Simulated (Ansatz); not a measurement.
Geometry relaxation, with input and output: TaN (part 2 of 2)

The same run, continued: TaN (slab, 6 atoms in the cell); DFT, r2SCAN, PAW with Ansatz's default frozen-core files, scalar-relativistic, no spin polarisation (Ansatz 0.2.0); cutoff 500 eV, 11×11×1 k-mesh, Fermi–Dirac smearing of 0.05 eV. It belongs to a series of runs on one base structure; here: atoms relaxed, PAW files.

Geometry of the input (Å; fractional positions):
```
3.1086  0.0000  0.0000
0.0000  3.1086  0.0000
0.0000  0.0000  20.3962
Ta 0.2500  0.2500  0.3922
N  0.7500  0.7500  0.3922
Ta 0.7500  0.7500  0.5000
N  0.2500  0.2500  0.5000
Ta 0.2500  0.2500  0.6078
N  0.7500  0.7500  0.6078
```

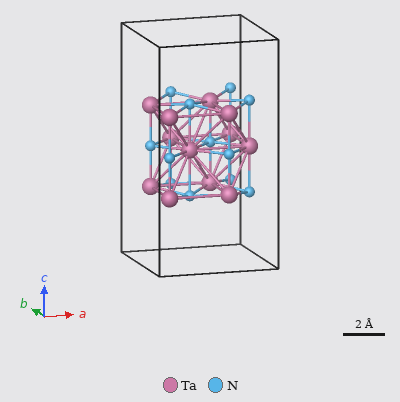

The geometry at step 3 of the log (ball-and-stick view of the 2 × 2 repeat of the cell, with the vacuum cut short, seen slightly off an axis).

## Log, continued
```
SCF iter   1: F=—  HF=-30991.375154 eV  |F-HF|=—  |Δ(HF+E_count)|=         —  Δρ=4.70e-4  dr2=4.24e-4  dr2_τ=2.93e-3  ethr=1.07e-5  p=0.000 e·Å  D=1.75e-9 V/Å  ΔV_dip=-0.00 eV  dr2_dipole=8.97e-13  V_vac-E_F(+/−)=3.25/3.25 eV  ⟨swp⟩=2.5  Hψ=1460  notcnv=0  defer=4
efield: sawtooth ramp at fractional position 0.9500 (handed on by an earlier solve), width 0.1000; the density the first Hamiltonian is built on has a dipole p = 0.000 e·Å; the dipole correction subtracts the counter field D = 1.75e-9 V/Å, which shifts the + side's vacuum level by -0.00 eV against the − side's; the planar-averaged density in the ramp window peaks in size at 3.2e-6 e/Å³
preconditioner: auto → LDOS  [metal: Δε(μ)=0.064 eV  Ē_g=9.510 eV  σ=0.050 eV  W_gap=0.30  n_scr=34 (ndim 8)  ℏωp=14.5 eV  f_vac=0.597  D(μ)=4.34/eV (n_scr^D=12)  β→1.0]
SCF iter   2: F=—  HF=-30991.375764 eV  |F-HF|=—  |Δ(HF+E_count)|=   6.10e-4  Δρ=2.03e-4  dr2=6.32e-5  dr2_τ=1.02e-5  ethr=7.86e-7  p=0.000 e·Å  D=1.90e-8 V/Å  ΔV_dip=-0.00 eV  dr2_dipole=1.41e-15  V_vac-E_F(+/−)=3.25/3.25 eV  ⟨swp⟩=2.8  Hψ=1494  notcnv=0  defer=4
SCF iter   3: F=—  HF=-30991.375821 eV  |F-HF|=—  |Δ(HF+E_count)|=   5.70e-5  Δρ=5.97e-5  dr2=1.23e-5  dr2_τ=1.24e-6  ethr=1.17e-7  p=-0.000 e·Å  D=-2.40e-9 V/Å  ΔV_dip=0.00 eV  dr2_dipole=1.11e-13  V_vac-E_F(+/−)=3.25/3.25 eV  ⟨swp⟩=3.0  Hψ=1341  notcnv=0  defer=4
SCF iter   4: F=—  HF=-30991.375822 eV  |F-HF|=—  |Δ(HF+E_count)|=   8.53e-7  Δρ=2.28e-5  dr2=2.03e-6  dr2_τ=7.20e-8  ethr=2.28e-8  p=-0.000 e·Å  D=-6.57e-9 V/Å  ΔV_dip=0.00 eV  dr2_dipole=4.06e-16  V_vac-E_F(+/−)=3.25/3.25 eV  ⟨swp⟩=2.6  Hψ=1132  notcnv=0  defer=4
SCF iter   5: F=—  HF=-30991.375822 eV  |F-HF|=—  |Δ(HF+E_count)|=   3.16e-8  Δρ=7.09e-6  dr2=2.09e-7  dr2_τ=1.92e-8  ethr=3.76e-9  p=0.000 e·Å  D=5.29e-9 V/Å  ΔV_dip=-0.00 eV  dr2_dipole=9.82e-15  V_vac-E_F(+/−)=3.25/3.25 eV  ⟨swp⟩=2.2  Hψ=989  notcnv=0  defer=4
SCF iter   6: F=-30991.375822 eV  HF=-30991.375822 eV  |F-HF|=2.33e-9  |Δ(HF+E_count)|=   5.10e-8  Δρ=1.96e-6  dr2=1.03e-8  dr2_τ=1.26e-9  ethr=1.85e-10  p=0.000 e·Å  D=1.13e-8 V/Å  ΔV_dip=-0.00 eV  dr2_dipole=8.42e-15  V_vac-E_F(+/−)=3.25/3.25 eV  ⟨swp⟩=11.5  Hψ=3690  notcnv=0
SCF 5 converged in 6 iterations: F = -30991.375822 eV  dr2 = 1.03e-8
relax step   5: F+E_penalty+E_count = -30991.37582211 eV  Δ(F+E_penalty+E_count) = -2.828e-4 eV  max|allowed force component| = 7.441e-3 eV/Å  Δτ_max = 0.0059 Å  (6 SCF iters, accepted)
iter 1 solved again at ethr=1.90e-11 eV; its pass at ethr=3.10e-3 eV (dr2=1.03e-8 eV) is discarded
SCF iter   1: F=—  HF=-30991.375822 eV  |F-HF|=—  |Δ(HF+E_count)|=         —  Δρ=1.96e-6  dr2=1.03e-8  dr2_τ=1.25e-9  ethr=1.90e-11  p=0.000 e·Å  D=1.13e-8 V/Å  ΔV_dip=-0.00 eV  dr2_dipole=9.95e-15  V_vac-E_F(+/−)=3.25/3.25 eV  ⟨swp⟩=1.2  Hψ=3292  notcnv=0
efield: sawtooth ramp at fractional position 0.9500 (kept from the solve that this one continues, or follows in the run), width 0.1000; the density the first Hamiltonian is built on has a dipole p = 0.000 e·Å; the dipole correction subtracts the counter field D = 1.13e-8 V/Å, which shifts the + side's vacuum level by -0.00 eV against the − side's; the planar-averaged density in the ramp window peaks in size at 3.2e-6 e/Å³
preconditioner: auto → LDOS  [metal: Δε(μ)=0.062 eV  Ē_g=9.511 eV  σ=0.050 eV  W_gap=0.29  n_scr=34 (ndim 8)  ℏωp=14.5 eV  f_vac=0.597  D(μ)=4.35/eV (n_scr^D=12)  β→1.0]
SCF iter   2: F=-30991.375822 eV  HF=-30991.375822 eV  |F-HF|=3.21e-9  |Δ(HF+E_count)|=   1.14e-8  Δρ=8.86e-7  dr2=2.34e-9  dr2_τ=1.59e-10  ethr=1.90e-11  p=0.000 e·Å  D=1.26e-8 V/Å  ΔV_dip=-0.00 eV  dr2_dipole=5.52e-18  V_vac-E_F(+/−)=3.25/3.25 eV  ⟨swp⟩=5.2  Hψ=2442  notcnv=0
SCF 6 converged in 2 iterations: F = -30991.375822 eV  dr2 = 2.34e-9
```

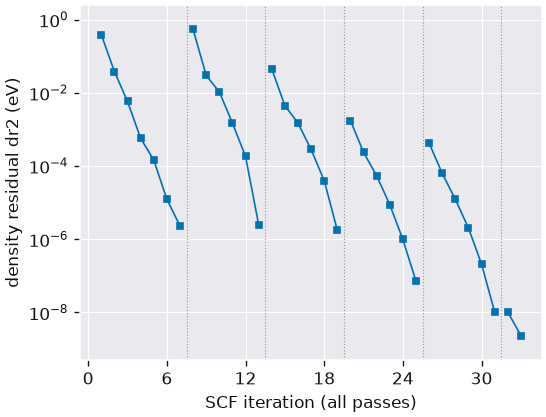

Convergence of the self-consistent field: density residual dr2 against the SCF iteration. Dotted lines part the SCF passes that the log prints in full.

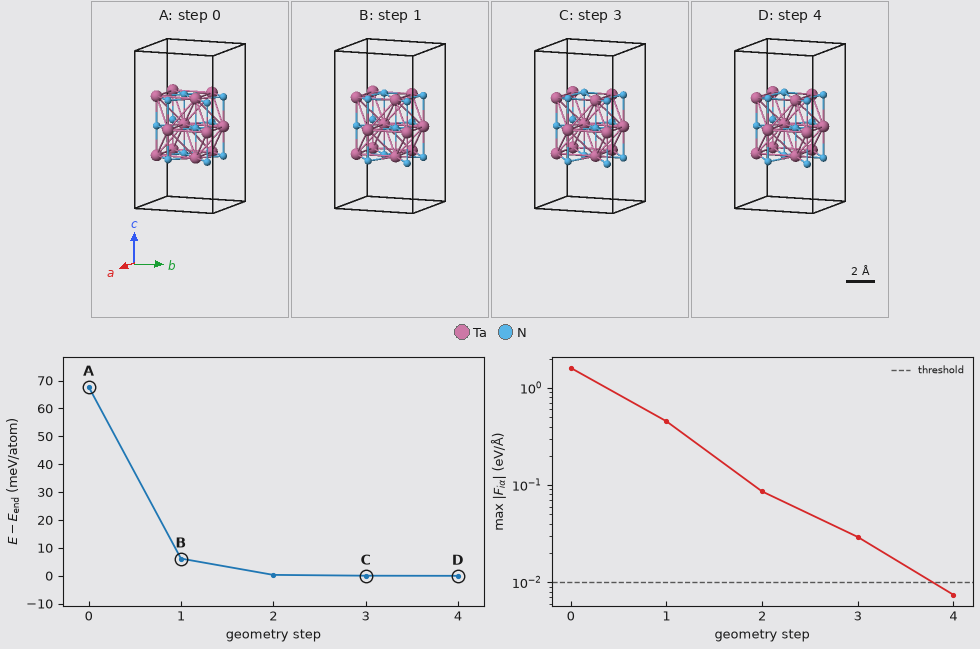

Frames of the relaxation (ball-and-stick view of the 2 × 2 repeat of the cell, with the vacuum cut short, seen slightly off an axis) above the curves, on which the letters mark them (the first geometry is step 0 here and step 1 in the log).

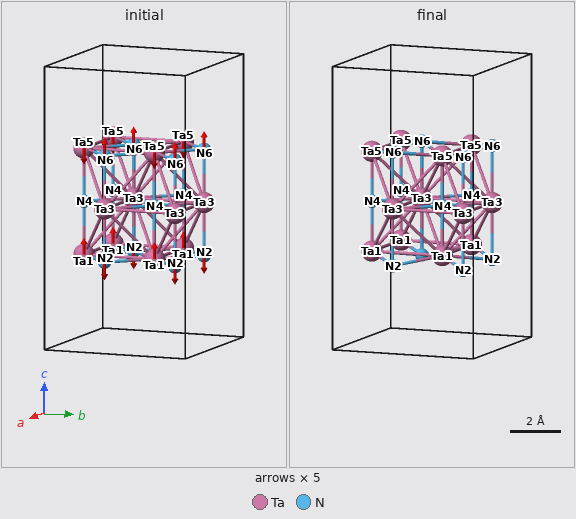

Before (left) and after (right) the relaxation, at one scale (ball-and-stick view of the 2 × 2 repeat of the cell, with the vacuum cut short, seen slightly off an axis). The red arrows give the displacements, magnified 5 times. After 4 geometry steps the energy has fallen by 67.8 meV per atom. Largest force component: 1.6 eV/Å at the start, 0.0074 eV/Å at the end. The largest moves, 0.15 Å, are those of N2 and N6. Largest moves by element: N 0.15 Å, Ta 0.14 Å. The cell stays as it was. Among the contacts that change: N2–Ta3 2.198 → 2.349 Å, N4–Ta5 2.198 → 2.060 Å, Ta1–Ta3 3.109 → 3.012 Å, Ta1–N2 2.198 → 2.217 Å. Among the angles that change: Ta1–N2–Ta1 180.0° → 165.0°, Ta1–N2–Ta3 90.0° → 82.5°. (Atoms are counted from 1 in the order of the input.)

```
SCF converged after 2 iterations
Free energy (F): -30991.375822 eV
Harris-Foulkes:  -30991.375822 eV  (|F-HF|=3.21e-9)
Internal energy: -30991.339808 eV  (E = F + TS)
E sigma→0 (E₀):  -30991.357815 eV
Entropy (-TS):   -0.036014 eV (-6.002 meV/atom)
Fermi energy:    4.831582 eV
Dipole field:    D = 0.000000 V/Å  (p = 0.000000 e·Å, saw-weighted, corrected)
Work function:   Φ+ = 3.2450 eV   Φ− = 3.2450 eV
Levels:          The Fermi level and band energies are counted from a zero that moves with the ramp; work functions are not
--- Per-component energies (eV) ---
  E_band       = -1073.546891
  E_kinetic    = 1495.618455
  E_local      = -46480.784913  (includes V_loc(G=0)·N_el)
  E_nonlocal   = 178.437508
  E_hartree    = 22512.519285
  E_xc         = -792.229814
  E_vxc        = -919.832873  (∫ρ·V_xc dr)
  E_paw        = -25655.471927  (= ΣΔE_a)
  E_vpaw       = -420.317921  (= ΣTr[D̂ρ^β])
  E_aug_tail   = 0.000270  (compensation charges beyond the density's cutoff)
  E_vtau       = 48.300557  (kinetic-family band-sum trace: ∫τ·v_τ [+ j·A + Jᵃ·Aᵃ] dr)
  E_efield     = 0.000000  (sawtooth field / dipole correction)
  E_vefield    = 0.000000  (∫n·V_field dr)
  E_ewald      = 17752.928862
  E_core_change = -2.357535  (= ΣΔE_core)
  E_smearing   = -0.036014  (= −TS)
  E_closure    = 0.000000  (closes the sum)
  Σ components = -30991.375822   (vs F -30991.375822, Δ=0.00e0)
--- Forces (eV/Å), atoms counted from 1 ---
  atom   1  Ta     0.00000000     0.00000000     0.00742691
  atom   2  N     -0.00000000     0.00000000    -0.00018671
  atom   3  Ta     0.00000000     0.00000000    -0.00000217
  atom   4  N      0.00000000     0.00000000    -0.00000291
  atom   5  Ta     0.00000000     0.00000000    -0.00742248
  atom   6  N      0.00000000     0.00000000     0.00018742
  max |Σ_I F_I| component: 6.04e-8 eV/Å
--- Stress (GPa, compression-positive) ---
       -6.600837       0.000000      -0.000000
        0.000000      -6.600837       0.000000
       -0.000000       0.000000      -0.023952
  P = ⅓ Tr σ = -4.4085 GPa (-44.085 kbar)
--- Band table (eV; the first three rows and the last of 21) ---
  k-point 0: bands = ["-66.6480", "-66.6441", "-66.1626", "-32.8464", "-32.7556", "-32.3670", "-32.3670", "-32.2963", "-32.2963", "-31.9841", "-31.9841", "-31.9350", "-14.7963", "-13.0063", "-12.8518", "-3.1615", "-1.4285", "-0.7671", "-0.7671", "-0.4494", "-0.3650", "1.0628", "1.0628", "1.1368", "1.2564", "1.2564", "2.7109", "3.4018", "3.4018", "4.4747", "5.2864", "6.1694", "6.3429"]
  k-point 1: bands = ["-66.6461", "-66.6425", "-66.1613", "-32.8367", "-32.7708", "-32.3944", "-32.3579", "-32.3498", "-32.2918", "-32.0157", "-31.9836", "-31.9209", "-14.6780", "-12.8984", "-12.7388", "-3.2194", "-1.8803", "-1.1741", "-1.0870", "-0.4488", "-0.1114", "0.1307", "0.6746", "0.8718", "1.0957", "1.9870", "3.1673", "3.4159", "3.4916", "4.5198", "5.6537", "6.2668", "6.4791"]
  k-point 2: bands = ["-66.6412", "-66.6384", "-66.1577", "-32.8172", "-32.8111", "-32.4757", "-32.4689", "-32.3331", "-32.2796", "-32.0909", "-31.9827", "-31.8993", "-14.3502", "-12.5980", "-12.4236", "-3.4095", "-2.9749", "-1.7973", "-1.4452", "-1.0940", "-0.7010", "-0.4362", "-0.1344", "0.0709", "1.8061", "2.8368", "3.6149", "3.7612", "4.0803", "4.6575", "6.1704", "6.5074", "6.7892"]
  k-point 20: bands = ["-66.6062", "-66.6061", "-66.1258", "-32.8006", "-32.7902", "-32.6700", "-32.6550", "-32.6470", "-32.6381", "-32.2859", "-32.2821", "-31.9717", "-14.0952", "-12.4059", "-12.1394", "-2.6687", "-2.6293", "-2.4809", "-0.9937", "-0.8977", "-0.7623", "-0.4957", "-0.1217", "0.0945", "0.2604", "1.3010", "4.8397", "4.8916", "6.4347", "8.2216", "8.3064", "8.3973", "8.4826"]
--- Relaxed structure (5 steps of the walk, 5 accepted, 0 SCFs on fresh bases) ---
  F+E_penalty+E_count = -30991.37582211 eV   max|allowed force component| = 7.441e-3 eV/Å
  atoms:
    - { symbol: Ta, position: [0.25, 0.25, 0.39900609105919294] }
    - { symbol: N, position: [0.75, 0.75, 0.3848413536052894] }
    - { symbol: Ta, position: [0.75, 0.75, 0.5000000050438157] }
    - { symbol: N, position: [0.25, 0.25, 0.5000000044373977] }
    - { symbol: Ta, position: [0.25, 0.25, 0.6009939035724394] }
    - { symbol: N, position: [0.75, 0.75, 0.6151586422818646] }
```

## Trajectory as extended XYZ (Å, eV, eV/Å), 5 frames, from step=1 to step=5
```
6
Lattice="3.1086 0.0000 0.0000 0.0000 3.1086 0.0000 0.0000 0.0000 20.3962" Properties=species:S:1:pos:R:3:forces:R:3 step=1 energy=-30990.96911
Ta    0.7771    0.7771    8.0000    0.0000   0.0000   1.6050
N     2.3314    2.3314    8.0000    0.0000   0.0000  -1.5720
Ta    2.3314    2.3314   10.1981    0.0000   0.0000   0.0000
N     0.7771    0.7771   10.1981    0.0000   0.0000   0.0000
Ta    0.7771    0.7771   12.3962    0.0000   0.0000  -1.6050
N     2.3314    2.3314   12.3962    0.0000   0.0000   1.5720
6
Lattice="3.1086 0.0000 0.0000 0.0000 3.1086 0.0000 0.0000 0.0000 20.3962" Properties=species:S:1:pos:R:3:forces:R:3 step=2 energy=-30991.33869
Ta    0.7771    0.7771    8.0961    0.0000   0.0000   0.4533
N     2.3314    2.3314    7.9037    0.0000   0.0000  -0.4123
Ta    2.3314    2.3314   10.1981    0.0000   0.0000   0.0000
N     0.7771    0.7771   10.1981    0.0000   0.0000   0.0000
Ta    0.7771    0.7771   12.3001    0.0000   0.0000  -0.4533
N     2.3314    2.3314   12.4925    0.0000   0.0000   0.4123
6
Lattice="3.1086 0.0000 0.0000 0.0000 3.1086 0.0000 0.0000 0.0000 20.3962" Properties=species:S:1:pos:R:3:forces:R:3 step=3 energy=-30991.37379
Ta    0.7771    0.7771    8.1279    0.0000   0.0000   0.0860
N     2.3314    2.3314    7.8645    0.0000   0.0000  -0.0760
Ta    2.3314    2.3314   10.1981    0.0000   0.0000   0.0000
N     0.7771    0.7771   10.1981    0.0000   0.0000   0.0000
Ta    0.7771    0.7771   12.2683    0.0000   0.0000  -0.0860
N     2.3314    2.3314   12.5317    0.0000   0.0000   0.0760
6
Lattice="3.1086 0.0000 0.0000 0.0000 3.1086 0.0000 0.0000 0.0000 20.3962" Properties=species:S:1:pos:R:3:forces:R:3 step=4 energy=-30991.37554
Ta    0.7771    0.7771    8.1350    0.0000   0.0000   0.0293
N     2.3314    2.3314    7.8552    0.0000   0.0000  -0.0279
Ta    2.3314    2.3314   10.1981    0.0000   0.0000   0.0000
N     0.7771    0.7771   10.1981    0.0000   0.0000   0.0000
Ta    0.7771    0.7771   12.2612    0.0000   0.0000  -0.0293
N     2.3314    2.3314   12.5410    0.0000   0.0000   0.0279
6
Lattice="3.1086 0.0000 0.0000 0.0000 3.1086 0.0000 0.0000 0.0000 20.3962" Properties=species:S:1:pos:R:3:forces:R:3 step=5 energy=-30991.37582
Ta    0.7771    0.7771    8.1382    0.0000   0.0000   0.0074
N     2.3314    2.3314    7.8493    0.0000   0.0000  -0.0002
Ta    2.3314    2.3314   10.1981    0.0000   0.0000   0.0000
N     0.7771    0.7771   10.1981    0.0000   0.0000   0.0000
Ta    0.7771    0.7771   12.2580    0.0000   0.0000  -0.0074
N     2.3314    2.3314   12.5469    0.0000   0.0000   0.0002
```

## Results in brief

```csv
quantity,value
outcome,converged
electrons treated,54
free energy,−30991.3758 eV
Fermi energy,4.832 eV
final volume,197.09 Å³
largest force (length of the vector) at the end,0.007 eV/Å
hardware,"2 threads of Arm Neoverse V2, 24 GiB of memory available, shared host"
wall time,65 s (CPU time 2.2 min)
peak memory,0.75 GiB
```

## Notes

Warnings of the run: the SCF threshold is looser than advised for the printed stress. Spin–orbit coupling is left out, which matters for Ta.
